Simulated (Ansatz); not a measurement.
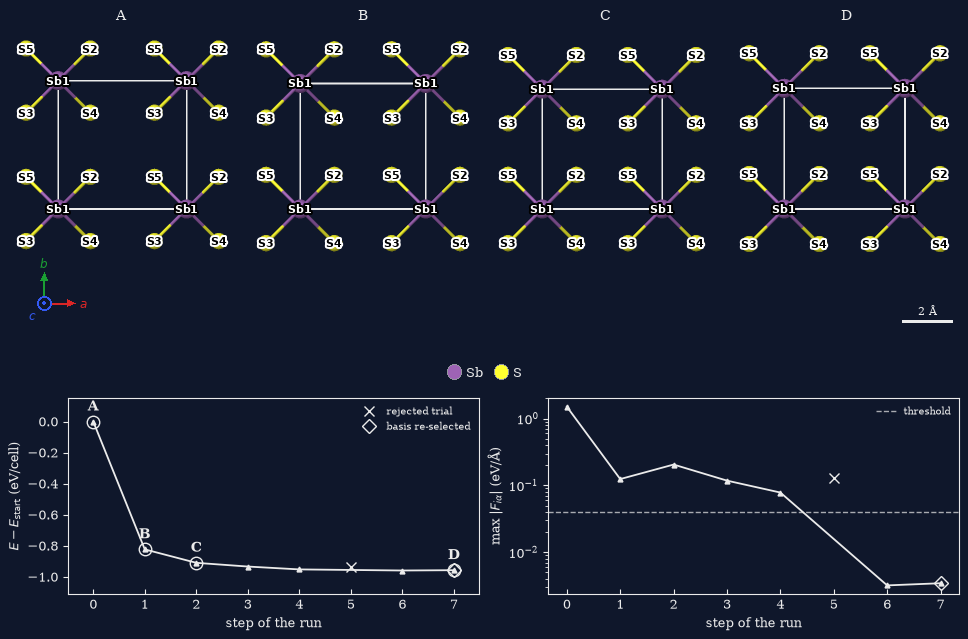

Frames of a relaxation of a crystal of SbS₄ (a generated structure, set up in P-43m) (coarse preliminary run), marked on the history of the run. A ball-and-stick model of the cell of the calculation, seen along the c axis.

Computed with DFT PBE, scalar-relativistic, plane waves, PAW (Ansatz 0.2.0). Settings: plane-wave cutoff 420 eV; k-point mesh 4 × 4 × 4; occupations gaussian; smearing width 0.1 eV; no spin polarisation; cell and atoms relaxed; force threshold 0.04 eV/Å; at most 70 steps.

Q: What happens along the run?

A: The largest moves relative to the cell, 0.34 Å, are those of S2, S3, S4 and S5. S2 goes along [1 1 1]. Sb stays in place. The drawn cell changes as follows: a = b = c 5.142 → 4.836 Å (−6.0 %); the volume changes by −16.8 %. Among the contacts that change: S2–S3 3.636 → 2.871 Å, Sb1–S2 2.226 → 2.430 Å. The space group stays P-43m (No. 215). Over 5 accepted moves (7 points after the start) the energy falls by 0.957 eV per cell of the calculation. Largest force component: 1.5 eV/Å at the start, 0.0034 eV/Å at the end. Pressure: 7.00 GPa at the start and −0.13 GPa at the end. The line search rejected the trial step at point 5 of the run. The SCF was repeated once at an unchanged geometry on a basis and grid sized afresh for the cell, which shifted the energy by 2.0 meV per cell of the calculation at most. Cost: 25 s on 1 thread of Intel(R) Xeon(R) Platinum 8259CL CPU @ 2.50GHz (Skylake/Cascade Lake), with other jobs on the host, peak memory 0.42 GiB. From step 0 to 1: S atoms move most (0.19 Å), volume −6.5 %, energy −0.823 eV per cell of the calculation. From step 1 to 2: S atoms move most (0.11 Å), volume −13.1 %, energy −86.6 meV per cell of the calculation. From step 2 to 7: S atoms move most (0.04 Å), volume +2.3 %, energy −47.4 meV per cell of the calculation.

```json
{"step": "0", "E − E(0), meV/atom": "0.00", "largest force component, eV/Å": "1.5052", "pressure, GPa": "7.00", "volume, Å³/atom": "27.186", "note": ""}
{"step": "1", "E − E(0), meV/atom": "-164.59", "largest force component, eV/Å": "0.1244", "pressure, GPa": "-1.10", "volume, Å³/atom": "25.423", "note": ""}
{"step": "2", "E − E(0), meV/atom": "-181.91", "largest force component, eV/Å": "0.2050", "pressure, GPa": "2.53", "volume, Å³/atom": "22.099", "note": ""}
{"step": "3", "E − E(0), meV/atom": "-186.69", "largest force component, eV/Å": "0.1178", "pressure, GPa": "0.50", "volume, Å³/atom": "22.965", "note": ""}
{"step": "4", "E − E(0), meV/atom": "-190.39", "largest force component, eV/Å": "0.0782", "pressure, GPa": "0.22", "volume, Å³/atom": "22.750", "note": ""}
{"step": "5", "E − E(0), meV/atom": "-187.18", "largest force component, eV/Å": "0.1310", "pressure, GPa": "0.37", "volume, Å³/atom": "22.042", "note": "rejected"}
{"step": "6", "E − E(0), meV/atom": "-191.79", "largest force component, eV/Å": "0.0032", "pressure, GPa": "-0.12", "volume, Å³/atom": "22.615", "note": ""}
{"step": "7", "E − E(0), meV/atom": "-191.38", "largest force component, eV/Å": "0.0034", "pressure, GPa": "-0.13", "volume, Å³/atom": "22.615", "note": "same geometry, new basis"}
```
